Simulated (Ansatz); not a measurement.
Geometry relaxation, with input and output: Al3Ni5 (part 1 of 2)

- system: Al3Ni5 (Cmmm, 8 atoms in the cell)
- method: DFT PBEsol, scalar-relativistic, plane waves, PAW, no spin polarisation (Ansatz 0.2.0)

The structure derives from a Materials Project entry. Figures and captions count atoms from 1; the log counts them from 0 in places.

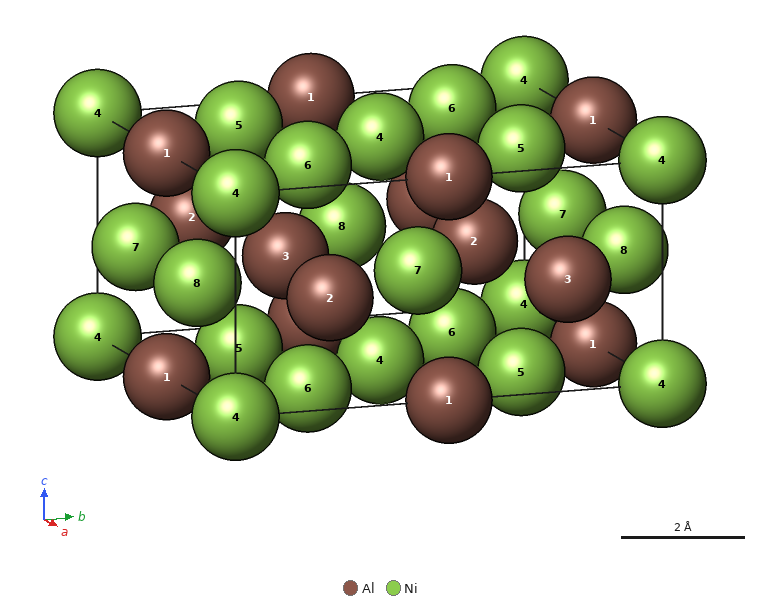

Fig. 1: The structure as given in the input (spheres-only view of the cell 2 times as large as that of the calculation, set on its symmetry axes, seen slightly off an axis; atoms are numbered from 1 in the order of the input). An atom can appear more than once, as a periodic image.

### Key numbers

```json
{"quantity": "outcome", "value": "converged"}
{"quantity": "space group (tolerance 0.01 Å)", "value": "Cmmm (65)"}
{"quantity": "electrons treated", "value": "99"}
{"quantity": "free energy", "value": "−30603.1294 eV"}
{"quantity": "Fermi energy", "value": "15.324 eV"}
{"quantity": "gap on the k-point mesh", "value": "none (metallic)"}
{"quantity": "pressure", "value": "0.00 GPa"}
{"quantity": "final volume", "value": "90.47 Å³"}
{"quantity": "largest force (length of the vector) at the end", "value": "under 0.001 eV/Å"}
{"quantity": "final cell", "value": "a = 4.947 Å, b = 4.947 Å, c = 3.720 Å, α = 90.00°, β = 90.00°, γ = 96.53°"}
{"quantity": "hardware", "value": "2 threads of Intel Xeon @ 2.50GHz (Skylake/Cascade Lake), 189 GiB of memory available, shared host"}
{"quantity": "wall time", "value": "4.6 min (CPU time 9 min)"}
{"quantity": "peak memory", "value": "0.78 GiB"}
```

### Notes

The run has no spin polarisation, so a magnetic state may lie lower.

### The input
```yaml
crystal:
  lattice:
    - [3.2778494058, -3.7004715487, 0.0]
    - [3.2778494058, 3.7004715487, 0.0]
    - [0.0, 0.0, 3.72527337]
  atoms:
    - { symbol: Al, position: [0.5, 0.5, 0.0] }
    - { symbol: Al, position: [0.77873701, 0.22126299, 0.5] }
    - { symbol: Al, position: [0.22126299, 0.77873701, 0.5] }
    - { symbol: Ni, position: [0.0, 0.0, 0.0] }
    - { symbol: Ni, position: [0.0, 0.5, 0.0] }
    - { symbol: Ni, position: [0.5, 0.0, 0.0] }
    - { symbol: Ni, position: [0.27589205, 0.27589205, 0.5] }
    - { symbol: Ni, position: [0.72410795, 0.72410795, 0.5] }
basis:
  ecutwfc: 420
kpoints:
  mp_grid: { grid: [8, 8, 10] }
hamiltonian:
  xc: pbesol
scf:
  occupations: { method: gaussian, width: 0.1 }
output:
  forces: true
  stress: true
  eigenvalues: true
  write_density: true
  write_potential: true
  elf: true
  volumetric_format: npy
relax:
  adjacent_minimum: "off"
  f_tol: 0.005
  max_steps: 80
  cell: { stress_tol: 0.05 }
```

Run as:
```bash
ansatz run input.yaml --threads 2 --pin off --max-ram 5120MiB --backend cpu --events-out ev --progress --plain --runs-dir out
```

### Log
```
Engine: ansatz 0.2.0, x86_64-unknown-linux-gnu
Pseudopotentials: kind: paw
Pseudopotential: Al, paw, valence charge 3, recommended cutoff 420 eV (normal), Al.paw.azcp
Pseudopotential: Ni, paw, valence charge 18, recommended cutoff 420 eV (normal), Ni.paw.azcp
Functional definition: PBEsol
  exchange = pbesol_x
  correlation = pbesol_c
Crystal: 8 atoms, lattice volume = 90.372 Å³
Basis set: ecut = 420 eV, 1775 PW (Γ), exchange–correlation on 72×72×50 points (8 copies of the dense FFT grid, shifted against one another)
Bands: 60, of which v1, the nominal top of the filled ones, is band 50 counted from 1 (49 counted from 0)
Symmetry: 8 space group operations
Space group: Cmmm (ITA 65), of the structure as read, at distance tolerance 4.5e-5 Å
k-points: 126 of 640
Non-local potential: Al, projectors of the file, l = 0: 2, l = 1: 2, l = 2: 1
Non-local potential: Ni, projectors of the file, l = 0: 3, l = 1: 2, l = 2: 3, l = 3: 1
PAW form: soft (Blöchl's): semilocal exchange-correlation on the pseudo side does not see the compensation charge
PAW frozen core: Al, regenerated for the run's functional, and the local potential with it (the file was generated under x = pbe(κ = 0.804, μ = 0.2195149727645171), c = pbe(β = 0.06672455060314922))
PAW frozen core: Ni, regenerated for the run's functional, and the local potential with it (the file was generated under x = pbe(κ = 0.804, μ = 0.2195149727645171), c = pbe(β = 0.06672455060314922))
PAW one-centre angular grid: Al, 110 points (default); XC on 64 Gauss nodes
PAW one-centre angular grid: Ni, 590 points (default); XC on 64 Gauss nodes
Initial density: superposition of atomic densities (neutral atoms: chi_scale 0, normalization atom), corrected by the library's trained network
Initial wavefunctions: pseudopotential atomic-orbital guess
Functional: x = pbesol(κ = 0.804, μ = 0.12345679012345678), c = pbesol(β = 0.046)
SCF iter   1: F=—  HF=-30603.178579 eV  |F-HF|=—  |Δ(HF+E_count)|=         —  Δρ=2.52e-2  dr2=3.47e-1  ethr=1.77e-3  ⟨swp⟩=6.1  Hψ=28408  notcnv=0  defer=88
preconditioner: auto → Kerker (q_TF=auto, 2.770 Å⁻¹)  [metal: Δε(μ)=0.002 eV  Ē_g=6.933 eV  σ=0.100 eV  W_gap=0.01  n_scr=34 (ndim 8)  ℏωp=30.0 eV  f_vac=0.000  D(μ)=4.02/eV (n_scr^D=34)]
SCF iter   2: F=—  HF=-30603.132471 eV  |F-HF|=—  |Δ(HF+E_count)|=   4.61e-2  Δρ=6.28e-3  dr2=2.76e-2  ethr=3.51e-4  ⟨swp⟩=2.9  Hψ=14773  notcnv=0  defer=423
SCF iter   3: F=—  HF=-30603.128956 eV  |F-HF|=—  |Δ(HF+E_count)|=   3.52e-3  Δρ=1.71e-3  dr2=2.90e-3  ethr=2.79e-5  ⟨swp⟩=1.1  Hψ=7173  notcnv=0  defer=423
SCF iter   4: F=—  HF=-30603.128451 eV  |F-HF|=—  |Δ(HF+E_count)|=   5.04e-4  Δρ=3.50e-4  dr2=8.80e-5  ethr=2.93e-6  ⟨swp⟩=2.1  Hψ=10567  notcnv=0  defer=423
SCF iter   5: F=—  HF=-30603.128605 eV  |F-HF|=—  |Δ(HF+E_count)|=   1.53e-4  Δρ=9.61e-5  dr2=9.59e-6  ethr=8.88e-8  ⟨swp⟩=2.2  Hψ=11824  notcnv=0  defer=423
SCF iter   6: F=—  HF=-30603.128603 eV  |F-HF|=—  |Δ(HF+E_count)|=   1.90e-6  Δρ=5.82e-5  dr2=3.40e-6  ethr=9.69e-9  ⟨swp⟩=2.0  Hψ=11006  notcnv=0  defer=423
SCF iter   7: F=-30603.128602 eV  HF=-30603.128602 eV  |F-HF|=8.05e-8  |Δ(HF+E_count)|=   3.52e-7  Δρ=1.15e-5  dr2=8.55e-8  ethr=1.01e-10  ⟨swp⟩=12.5  Hψ=56602  notcnv=0
SCF 1 converged in 7 iterations: F = -30603.128602 eV  dr2 = 8.55e-8
  greatest PAW one-centre occupation: 1.001 electrons in one spin orbital (limit 2), on the Ni atom at site 4 (counted from 0), in its partial waves of l = 1
relax step   1: F+E_penalty+E_count = -30603.12860223 eV  Δ(F+E_penalty+E_count) = +0.000e0 eV  max|allowed force component| = 4.219e-2 eV/Å  Δτ_max = 0.0000 Å  P = +0.173 GPa  Ω = 90.372 Å³  (7 SCF iters, dr2 threshold 1.00e-7 eV, accepted)
Crystal: 8 atoms, lattice volume = 90.425 Å³
Initial density: handed on by an earlier stage of this run
Initial wavefunctions: those handed on with the density
iter 1 solved again at ethr=1.19e-7 eV; its pass at ethr=3.10e-3 eV (dr2=1.18e-4 eV) is discarded
SCF iter   1: F=—  HF=-30603.128810 eV  |F-HF|=—  |Δ(HF+E_count)|=         —  Δρ=3.50e-4  dr2=1.14e-4  ethr=1.19e-7  ⟨swp⟩=2.0  Hψ=29930  notcnv=0
preconditioner: auto → Kerker (q_TF=auto, 2.770 Å⁻¹)  [metal: Δε(μ)=0.001 eV  Ē_g=6.961 eV  σ=0.100 eV  W_gap=0.00  n_scr=34 (ndim 8)  ℏωp=30.0 eV  f_vac=0.000  D(μ)=4.24/eV (n_scr^D=34)]
SCF iter   2: F=—  HF=-30603.128936 eV  |F-HF|=—  |Δ(HF+E_count)|=   1.26e-4  Δρ=1.43e-4  dr2=2.75e-5  ethr=1.15e-7  ⟨swp⟩=1.0  Hψ=7560  notcnv=0
SCF iter   3: F=—  HF=-30603.128933 eV  |F-HF|=—  |Δ(HF+E_count)|=   2.79e-6  Δρ=4.68e-5  dr2=3.41e-6  ethr=2.78e-8  ⟨swp⟩=1.0  Hψ=7560  notcnv=0
iter 4 did not close the SCF: its close was put off for the readings that it lacked (scf_convergence_deferred on its scf_iter line)
SCF iter   4: F=-30603.128933 eV  HF=-30603.128933 eV  |F-HF|=1.52e-7  |Δ(HF+E_count)|=   3.39e-7  Δρ=1.71e-5  dr2=1.99e-7  ethr=3.44e-9  ⟨swp⟩=1.2  Hψ=7592  notcnv=0
iter 5 did not close the SCF: its close was put off for the readings that it lacked (scf_convergence_deferred on its scf_iter line)
SCF iter   5: F=-30603.128933 eV  HF=-30603.128933 eV  |F-HF|=6.21e-8  |Δ(HF+E_count)|=   4.28e-8  Δρ=1.01e-5  dr2=5.38e-8  ethr=2.01e-10  ⟨swp⟩=2.0  Hψ=13632  notcnv=0
SCF iter   6: F=-30603.128933 eV  HF=-30603.128933 eV  |F-HF|=2.55e-9  |Δ(HF+E_count)|=   9.12e-9  Δρ=2.24e-6  dr2=3.99e-9  ethr=5.43e-11  ⟨swp⟩=6.0  Hψ=45912  notcnv=0
SCF 2 converged in 6 iterations: F = -30603.128933 eV  dr2 = 3.99e-9
relax step   2: F+E_penalty+E_count = -30603.12893268 eV  Δ(F+E_penalty+E_count) = -3.304e-4 eV  max|allowed force component| = 2.928e-2 eV/Å  Δτ_max = 0.0021 Å  P = +0.070 GPa  Ω = 90.425 Å³  energy of the carried Pulay correction = -1.921e-5 eV  (6 SCF iters, dr2 threshold 4.49e-7 eV, accepted)
Crystal: 8 atoms, lattice volume = 90.449 Å³
Basis set: ecut = 420 eV, 1779 PW (Γ), exchange–correlation on 72×72×50 points (8 copies of the dense FFT grid, shifted against one another)
iter 1 solved again at ethr=1.45e-6 eV; its pass at ethr=3.10e-3 eV (dr2=1.44e-3 eV) is discarded
SCF iter   1: F=—  HF=-30603.129352 eV  |F-HF|=—  |Δ(HF+E_count)|=         —  Δρ=1.26e-3  dr2=1.38e-3  ethr=1.45e-6  ⟨swp⟩=2.0  Hψ=31516  notcnv=0
preconditioner: auto → Kerker (q_TF=auto, 2.770 Å⁻¹)  [metal: Δε(μ)=0.007 eV  Ē_g=6.962 eV  σ=0.100 eV  W_gap=0.04  n_scr=34 (ndim 8)  ℏωp=30.0 eV  f_vac=0.000  D(μ)=4.10/eV (n_scr^D=34)]
SCF iter   2: F=—  HF=-30603.129289 eV  |F-HF|=—  |Δ(HF+E_count)|=   6.25e-5  Δρ=4.95e-4  dr2=2.99e-4  ethr=1.39e-6  ⟨swp⟩=1.0  Hψ=7560  notcnv=0
SCF iter   3: F=—  HF=-30603.129264 eV  |F-HF|=—  |Δ(HF+E_count)|=   2.52e-5  Δρ=1.58e-4  dr2=3.76e-5  ethr=3.02e-7  ⟨swp⟩=1.0  Hψ=7560  notcnv=0
SCF iter   4: F=—  HF=-30603.129381 eV  |F-HF|=—  |Δ(HF+E_count)|=   1.17e-4  Δρ=5.39e-5  dr2=1.76e-6  ethr=3.80e-8  ⟨swp⟩=1.1  Hψ=7568  notcnv=0
SCF iter   5: F=—  HF=-30603.129381 eV  |F-HF|=—  |Δ(HF+E_count)|=   4.24e-7  Δρ=1.84e-5  dr2=2.32e-7  ethr=1.78e-9  ⟨swp⟩=2.0  Hψ=13771  notcnv=0
SCF iter   6: F=-30603.129381 eV  HF=-30603.129381 eV  |F-HF|=2.51e-8  |Δ(HF+E_count)|=   1.97e-8  Δρ=5.95e-6  dr2=3.04e-8  ethr=1.97e-10  ⟨swp⟩=8.2  Hψ=48246  notcnv=0
SCF 3 converged in 6 iterations: F = -30603.129381 eV  dr2 = 3.04e-8
  greatest PAW one-centre occupation: 1.001 electrons in one spin orbital (limit 2), on the Ni atom at site 5 (counted from 0), in its partial waves of l = 1
relax step   3: F+E_penalty+E_count = -30603.12938079 eV  Δ(F+E_penalty+E_count) = -4.481e-4 eV  max|allowed force component| = 9.278e-3 eV/Å  Δτ_max = 0.0064 Å  P = +0.050 GPa  Ω = 90.449 Å³  energy of the carried Pulay correction = -2.780e-5 eV  (6 SCF iters, dr2 threshold 1.95e-7 eV, accepted)
Crystal: 8 atoms, lattice volume = 90.501 Å³
iter 1 solved again at ethr=6.79e-9 eV; its pass at ethr=3.10e-3 eV (dr2=6.72e-6 eV) is discarded
SCF iter   1: F=—  HF=-30603.129249 eV  |F-HF|=—  |Δ(HF+E_count)|=         —  Δρ=1.11e-4  dr2=6.18e-6  ethr=6.79e-9  ⟨swp⟩=2.1  Hψ=30009  notcnv=0
preconditioner: auto → Kerker (q_TF=auto, 2.769 Å⁻¹)  [metal: Δε(μ)=0.008 eV  Ē_g=6.957 eV  σ=0.100 eV  W_gap=0.04  n_scr=34 (ndim 8)  ℏωp=30.0 eV  f_vac=0.000  D(μ)=4.12/eV (n_scr^D=34)]
SCF iter   2: F=—  HF=-30603.129379 eV  |F-HF|=—  |Δ(HF+E_count)|=   1.30e-4  Δρ=4.58e-5  dr2=1.38e-6  ethr=6.24e-9  ⟨swp⟩=1.9  Hψ=10979  notcnv=0
SCF iter   3: F=—  HF=-30603.129379 eV  |F-HF|=—  |Δ(HF+E_count)|=   3.68e-7  Δρ=1.53e-5  dr2=2.54e-7  ethr=1.40e-9  ⟨swp⟩=1.2  Hψ=7614  notcnv=0
SCF iter   4: F=—  HF=-30603.129379 eV  |F-HF|=—  |Δ(HF+E_count)|=   7.37e-8  Δρ=8.14e-6  dr2=5.71e-8  ethr=2.57e-10  ⟨swp⟩=2.0  Hψ=11067  notcnv=0
iter 5 did not close the SCF: its close was put off for the readings that it lacked (scf_convergence_deferred on its scf_iter line)
SCF iter   5: F=-30603.129379 eV  HF=-30603.129379 eV  |F-HF|=2.04e-9  |Δ(HF+E_count)|=   1.15e-8  Δρ=1.48e-6  dr2=1.96e-9  ethr=5.77e-11  ⟨swp⟩=2.6  Hψ=12068  notcnv=0
SCF iter   6: F=-30603.129379 eV  HF=-30603.129379 eV  |F-HF|=2.95e-10  |Δ(HF+E_count)|=  1.64e-10  Δρ=7.21e-7  dr2=3.28e-10  ethr=1.98e-12  ⟨swp⟩=4.8  Hψ=41699  notcnv=0
SCF 4 converged in 6 iterations: F = -30603.129379 eV  dr2 = 3.28e-10
relax step   4: F+E_penalty+E_count = -30603.12937894 eV  Δ(F+E_penalty+E_count) = +1.852e-6 eV  max|allowed force component| = 1.700e-3 eV/Å  Δτ_max = 0.0013 Å  P = -0.062 GPa  Ω = 90.501 Å³  energy of the carried Pulay correction = -4.626e-5 eV  (6 SCF iters, dr2 threshold 1.20e-8 eV, accepted)
Crystal: 8 atoms, lattice volume = 90.470 Å³
iter 1 solved again at ethr=3.37e-9 eV; its pass at ethr=3.10e-3 eV (dr2=3.34e-6 eV) is discarded
SCF iter   1: F=—  HF=-30603.129267 eV  |F-HF|=—  |Δ(HF+E_count)|=         —  Δρ=6.66e-5  dr2=2.99e-6  ethr=3.37e-9  ⟨swp⟩=2.0  Hψ=29970  notcnv=0
preconditioner: auto → Kerker (q_TF=auto, 2.770 Å⁻¹)  [metal: Δε(μ)=0.008 eV  Ē_g=6.959 eV  σ=0.100 eV  W_gap=0.05  n_scr=34 (ndim 8)  ℏωp=30.0 eV  f_vac=0.000  D(μ)=4.12/eV (n_scr^D=34)]
SCF iter   2: F=—  HF=-30603.129397 eV  |F-HF|=—  |Δ(HF+E_count)|=   1.31e-4  Δρ=2.28e-5  dr2=6.57e-7  ethr=3.02e-9  ⟨swp⟩=2.5  Hψ=11124  notcnv=0
SCF iter   3: F=—  HF=-30603.129397 eV  |F-HF|=—  |Δ(HF+E_count)|=   1.53e-7  Δρ=7.87e-6  dr2=1.33e-7  ethr=6.64e-10  ⟨swp⟩=1.1  Hψ=7586  notcnv=0
SCF iter   4: F=—  HF=-30603.129397 eV  |F-HF|=—  |Δ(HF+E_count)|=   2.73e-8  Δρ=4.46e-6  dr2=2.23e-8  ethr=1.34e-10  ⟨swp⟩=2.1  Hψ=10280  notcnv=0
iter 5 did not close the SCF: its close was put off for the readings that it lacked (scf_convergence_deferred on its scf_iter line)
SCF iter   5: F=-30603.129397 eV  HF=-30603.129397 eV  |F-HF|=1.53e-10  |Δ(HF+E_count)|=   4.21e-9  Δρ=6.11e-7  dr2=3.34e-10  ethr=2.25e-11  ⟨swp⟩=2.3  Hψ=10511  notcnv=0
SCF iter   6: F=-30603.129397 eV  HF=-30603.129397 eV  |F-HF|=5.09e-11  |Δ(HF+E_count)|=  3.64e-11  Δρ=3.00e-7  dr2=5.82e-11  ethr=1.00e-12  ⟨swp⟩=4.9  Hψ=41008  notcnv=0
SCF 5 converged in 6 iterations: F = -30603.129397 eV  dr2 = 5.82e-11
relax step   5: F+E_penalty+E_count = -30603.12939697 eV  Δ(F+E_penalty+E_count) = -1.803e-5 eV  max|allowed force component| = 1.785e-4 eV/Å  Δτ_max = 0.0003 Å  P = +0.001 GPa  Ω = 90.470 Å³  energy of the carried Pulay correction = -3.521e-5 eV  (6 SCF iters, accepted)
Initial wavefunctions: pseudopotential atomic-orbital guess (no wavefunctions were taken with the density)
iter 1 solved again at ethr=3.31e-7 eV; its pass at ethr=3.10e-3 eV (dr2=3.28e-4 eV) is discarded
SCF iter   1: F=—  HF=-30603.129299 eV  |F-HF|=—  |Δ(HF+E_count)|=         —  Δρ=1.20e-4  dr2=2.69e-7  ethr=3.31e-7  ⟨swp⟩=3.1  Hψ=46591  notcnv=0
eigensolver tolerance schedule: the retry pair's looser diagonalisation over-reported the residual by 1217.09 of it (diagonalisation noise at 0.15 of the residual, at the tolerance the schedule requests for it); recorded, not acted on — ethr = c·dr2/N_el stays at c = 1.0e-1
SCF iter   2: F=—  HF=-30603.129430 eV  |F-HF|=—  |Δ(HF+E_count)|=   1.31e-4  Δρ=6.10e-5  dr2=7.04e-8  ethr=2.72e-10  ⟨swp⟩=2.2  Hψ=13783  notcnv=0
SCF iter   3: F=—  HF=-30603.129429 eV  |F-HF|=—  |Δ(HF+E_count)|=   1.16e-7  Δρ=1.43e-6  dr2=8.69e-10  ethr=7.11e-11  ⟨swp⟩=1.0  Hψ=7560  notcnv=0
iter 4 did not close the SCF: its close was put off for the readings that it lacked (scf_convergence_deferred on its scf_iter line)
SCF iter   4: F=-30603.129429 eV  HF=-30603.129429 eV  |F-HF|=3.64e-12  |Δ(HF+E_count)|=  1.24e-10  Δρ=2.82e-7  dr2=2.68e-11  ethr=1.00e-12  ⟨swp⟩=2.0  Hψ=11638  notcnv=0
iter 5 did not close the SCF: its close was put off for the readings that it lacked (scf_convergence_deferred on its scf_iter line)
SCF iter   5: F=-30603.129429 eV  HF=-30603.129429 eV  |F-HF|=3.64e-12  |Δ(HF+E_count)|=  7.28e-12  Δρ=1.42e-7  dr2=8.99e-12  ethr=1.00e-12  ⟨swp⟩=1.0  Hψ=7560  notcnv=0
iter 6 did not close the SCF: its close was put off for the readings that it lacked (scf_convergence_deferred on its scf_iter line)
SCF iter   6: F=-30603.129429 eV  HF=-30603.129429 eV  |F-HF|=1.09e-11  |Δ(HF+E_count)|=  3.64e-12  Δρ=2.17e-8  dr2=4.58e-13  ethr=1.00e-12  ⟨swp⟩=1.0  Hψ=7560  notcnv=0
iter 7 did not close the SCF: its close was put off for the readings that it lacked (scf_convergence_deferred on its scf_iter line)
SCF iter   7: F=-30603.129429 eV  HF=-30603.129429 eV  |F-HF|=3.64e-12  |Δ(HF+E_count)|=  7.28e-12  Δρ=1.22e-8  dr2=9.44e-14  ethr=1.00e-12  ⟨swp⟩=1.0  Hψ=7560  notcnv=0
SCF iter   8: F=-30603.129429 eV  HF=-30603.129429 eV  |F-HF|=7.28e-12  |Δ(HF+E_count)|=    0.00e0  Δρ=3.64e-9  dr2=8.45e-15  ethr=1.00e-12  ⟨swp⟩=3.1  Hψ=27319  notcnv=0
SCF 6 converged in 8 iterations: F = -30603.129429 eV  dr2 = 8.45e-15
relax step   6: F+E_penalty+E_count = -30603.12942947 eV  Δ(F+E_penalty+E_count) = -3.250e-5 eV  max|allowed force component| = 1.563e-4 eV/Å  Δτ_max = 0.0000 Å  P = +0.002 GPa  Ω = 90.470 Å³  stress off target by 4.35e-3 GPa  SCF on the basis re-selected at this cell (its energy is not comparable with the rows above)  (8 SCF iters)
```

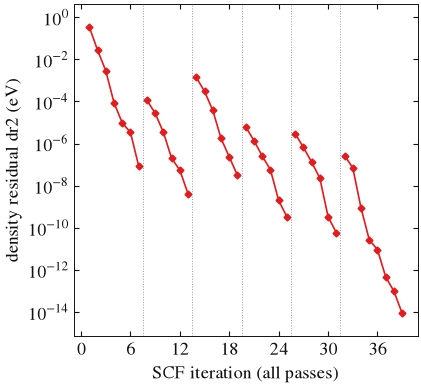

Fig. 2: Convergence of the self-consistent field: density residual dr2 against the SCF iteration. The dotted lines part the SCF passes of the relaxation: geometry steps, rejected trials and re-solves on a re-selected basis. The 6 passes take 6 to 8 iterations each, 39 in all.
